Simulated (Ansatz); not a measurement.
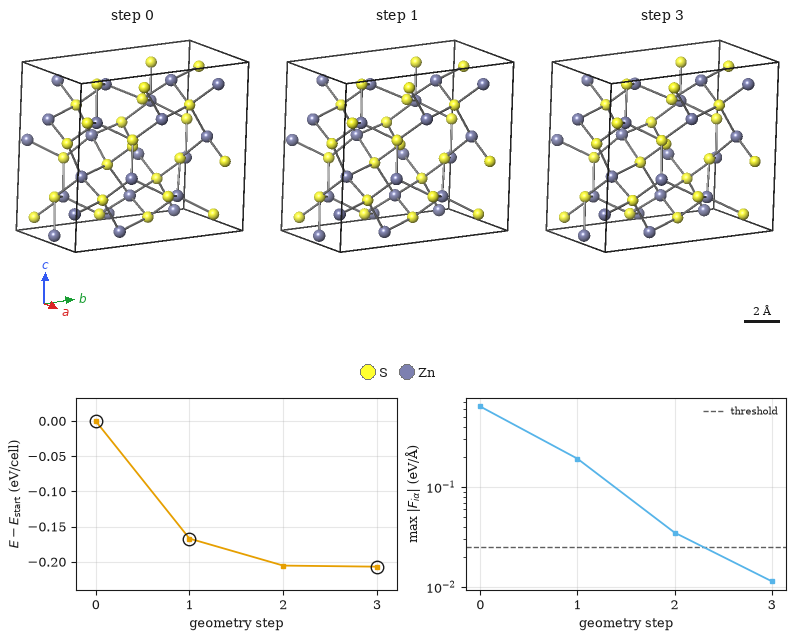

Frames of a relaxation of a defect cell of composition Zn₂₃S₂₅ (cell charge +1), marked on the history of the run. A ball-and-stick model of the cell of the calculation (origin shifted), seen slightly off an axis.

Case: S on a Zn site (b), charge +1, atoms relaxed at the host's cell.

Level of theory: DFT PBE, scalar-relativistic, plane waves, PAW in Ansatz 0.2.0. Set-up: plane-wave cutoff 420 eV; k-point mesh 2 × 2 × 2; occupations gaussian; smearing width 0.01 eV; mesh shifted by (0.5, 0.5, 0.5); collinear spin; atoms relaxed in a fixed cell; force threshold 0.025 eV/Å; at most 45 steps.

**What happens along the run?**

The atom that moves furthest is an S atom (0.27 Å along [1 1 1]). By element the largest moves are S 0.27 Å, Zn 0.07 Å. The cell stays as it was. Among the contacts that change: S–Zn 2.437 → 2.509 Å, S–Zn 2.311 → 2.355 Å, S–Zn 2.303 → 2.338 Å, S–S 2.045 → 2.070 Å. Among the angles between lasting bonds that change: S–S–Zn 102.3° → 106.8°, S–Zn–S 98.4° → 102.1°, Zn–S–Zn 115.6° → 112.0°. Over 3 geometry steps the energy falls by 0.207 eV per cell of the calculation. Largest force component: 0.64 eV/Å at the start, 0.011 eV/Å at the end. From step 0 to 1: an S atom moves most (0.19 Å), energy −0.167 eV per cell of the calculation. From step 1 to 3: an S atom moves most (0.07 Å), energy −39.9 meV per cell of the calculation.

| step | E − E(0), meV/atom | largest force component, eV/Å |
| --- | --- | --- |
| 0 | 0.00 | 0.6381 |
| 1 | -3.48 | 0.1922 |
| 2 | -4.28 | 0.0351 |
| 3 | -4.31 | 0.0114 |

Limits of the set-up: the cell is charged, on a uniform background, and energies carry no finite-size correction.
